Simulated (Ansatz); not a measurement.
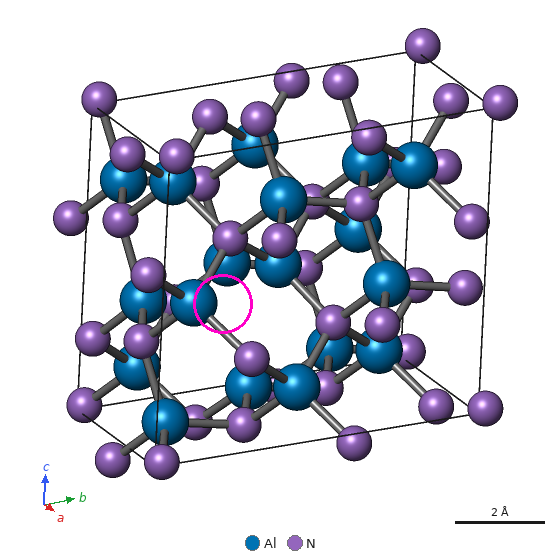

Ball-and-stick representation of a periodic structure, projected slightly off an axis. The frame is the supercell; atoms at its boundary are shown with their periodic copies. The host is AlN, in a cell of 36 sites, and the cell carries a charge of +1. A ring marks the defect's site.

### What kind of defect was put in?

A nitrogen vacancy. Around the empty site lie four Al at about 1.9 to 2.0 Å.

Theory: Ansatz 0.2.0, DFT PBE, scalar-relativistic, plane waves, PAW. Numerical settings: wavefunction cutoff 420 eV, k-point mesh 2×2×2, Gaussian smearing of 0.02 eV, collinear spins.

### Is a magnetic moment found?

No net moment.

The atoms were relaxed in the host's cell with Ansatz, DFT PBE, scalar-relativistic, plane waves, PAW.
